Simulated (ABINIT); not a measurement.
## V: elastic calculation (part 4 of 4)

The same run, continued: V (Im-3m, 1 atom in the cell); Kohn-Sham DFT of a periodic cell, LDA, HGH LDA, spin-polarised (ABINIT 10.8.3); cutoff 1442.2 eV, 20×20×20 k-mesh, cold smearing of 0.136 eV, collinear spins. The structure derives from an entry of the Crystallography Open Database.

Geometry of the input (Å; fractional positions):
```
-1.4707  1.4707  1.4707
1.4707  -1.4707  1.4707
1.4707  1.4707  -1.4707
V  0.0000  0.0000  0.0000
```

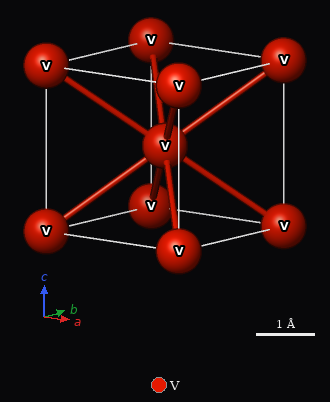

Fig. 1: The structure (ball-and-stick view of the cell 2 times as large as that of the calculation, set on its symmetry axes, seen at an oblique angle). An atom can appear more than once, as a periodic image.

### Log, continued
```
     iter   2DEtotal(Ha)        deltaE(Ha) residm    vres2    difmagsph maxmagsph
-ETOT  1  0.31282493316652     -1.511E+01 3.497E+01 9.950E+02 3.983E-07 3.983E-07
 ETOT  2  0.13724455415742     -1.756E-01 7.945E-02 1.091E+01 2.264E-07 1.719E-07
 ETOT  3  0.13449975856054     -2.745E-03 2.173E-05 6.165E-01 2.301E-07 4.020E-07
 ETOT  4  0.13415469916621     -3.451E-04 1.297E-06 8.118E-02 2.122E-07 1.898E-07
 ETOT  5  0.13409983557905     -5.486E-05 1.591E-07 2.069E-03 1.427E-07 3.325E-07
 ETOT  6  0.13409848679078     -1.349E-06 4.269E-09 3.817E-05 3.278E-07 0.000E+00
 ETOT  7  0.13409845768550     -2.911E-08 1.121E-10 1.401E-06 2.785E-07 2.831E-07
 ETOT  8  0.13409845675502     -9.305E-10 6.533E-12 1.110E-08 4.238E-07 1.407E-07
 ETOT  9  0.13409845675245     -2.574E-12 4.318E-14 1.393E-09 3.476E-07 2.069E-07
 ETOT 10  0.13409845675206     -3.908E-13 1.230E-15 8.928E-12 1.569E-07 5.002E-08

 At SCF step   10       vres2   =  8.93E-12 < tolvrs=  1.00E-09 =>converged.
 Integrated electronic and magnetization densities in atomic spheres:
 ------------------------------------------------------------------------------------------------------------
 Radius=ratsph(iatom), smearing ratsm=  0.0000. Diff(up-dn)=approximate z local magnetic moment.
    Atom    Radius    up_density   dn_density  Total(up+dn)  Diff(up-dn)
    1  V   2.00000     0.000000    -0.000000     -0.000000     0.000000
 ------------------------------------------------------------------------------------------------------------
  Sum:                 0.000000    -0.000000     -0.000000     0.000000
 Total magnetization (from the atomic spheres):                0.000000
 Total magnetization (exact up - dn):                          0.000000

================================================================================

 ----iterations are completed or convergence reached----

 Mean square residual over all n,k,spin=   26.876E-18; max=  12.303E-16

 2DEtotal=    0.1340984568E+00 Ha. Also 2DEtotal=    0.364900490167E+01 eV
    (2DErelax=   -1.5286956317E+01 Ha. 2DEnonrelax=    1.5421054774E+01 Ha)
    (  non-var. 2DEtotal :    1.3409847169E-01 Ha)

================================================================================

 ---- first-order wavefunction calculations are completed ----

 ==> Compute Derivative Database <==

  Dynamical matrix, in cartesian coordinates,
   if specified in the inputs, asr has been imposed
     j1       j2             matrix element
  dir pert dir pert     real part    imaginary part

  Rigid-atom elastic tensor , in cartesian coordinates,
     j1       j2             matrix element
  dir pert dir pert     real part    imaginary part

   1    4   1    4         0.0090421859         0.0000000000
   1    4   2    4         0.0033204464         0.0000000000
   1    4   3    4         0.0033204464         0.0000000000

   2    4   1    4         0.0033204464         0.0000000000
   2    4   2    4         0.0090421859         0.0000000000
   2    4   3    4         0.0033204464         0.0000000000

   3    4   1    4         0.0033204464         0.0000000000
   3    4   2    4         0.0033204464         0.0000000000
   3    4   3    4         0.0090421859         0.0000000000

   1    5   1    5         0.0015618484         0.0000000000

   2    5   2    5         0.0015618485         0.0000000000

   3    5   3    5         0.0015618484         0.0000000000

  Internal strain coupling parameters, in cartesian coordinates,
   zero average net force deriv. has been imposed
     j1       j2             matrix element
  dir pert dir pert     real part    imaginary part

  Phonon wavevector (reduced coordinates) :  0.00000  0.00000  0.00000
 Phonon energies in Hartree :
   0.000000E+00  0.000000E+00  0.000000E+00
 Phonon frequencies in cm-1    :
   0.000000E+00  0.000000E+00  0.000000E+00

== END DATASET(S) ==============================================================
================================================================================

 -outvars: echo values of variables after computation  --------
            acell      4.8135883673E+00  4.8135883673E+00  4.8135883673E+00 Bohr
           etotal1    -6.2014672212E+00
           etotal2     1.3409845675E-01
            fcart1    -0.0000000000E+00 -0.0000000000E+00 -0.0000000000E+00
            fcart2     0.0000000000E+00  0.0000000000E+00  0.0000000000E+00
            rprim     -5.7735026920E-01  5.7735026920E-01  5.7735026920E-01
                       5.7735026920E-01 -5.7735026920E-01  5.7735026920E-01
                       5.7735026920E-01  5.7735026920E-01 -5.7735026920E-01
           strten1     3.8339435859E-05  3.8339435859E-05  3.8339435859E-05
                       0.0000000000E+00  0.0000000000E+00  0.0000000000E+00
           strten2     0.0000000000E+00  0.0000000000E+00  0.0000000000E+00
                       0.0000000000E+00  0.0000000000E+00  0.0000000000E+00
 Calculation completed.
```

### Summary

| quantity | value |
| --- | --- |
| outcome | converged |
| space group (tolerance 0.01 Å) | Im-3m (229) |
| electrons treated | 5 |
| free energy | −168.7505 eV |
| Fermi energy | 6.694 eV |
| gap on the k-point mesh | none (metallic) |
| net moment of the cell | 0.74 μB |
| pressure | −1.13 GPa |
| largest force (length of the vector) | under 0.001 eV/Å |
| wall time | 13 min (CPU time 53 min) |
| peak memory | 2.4 GiB |

Points of doubt noted for this run: cell under stress; k mesh coarse for metal response.
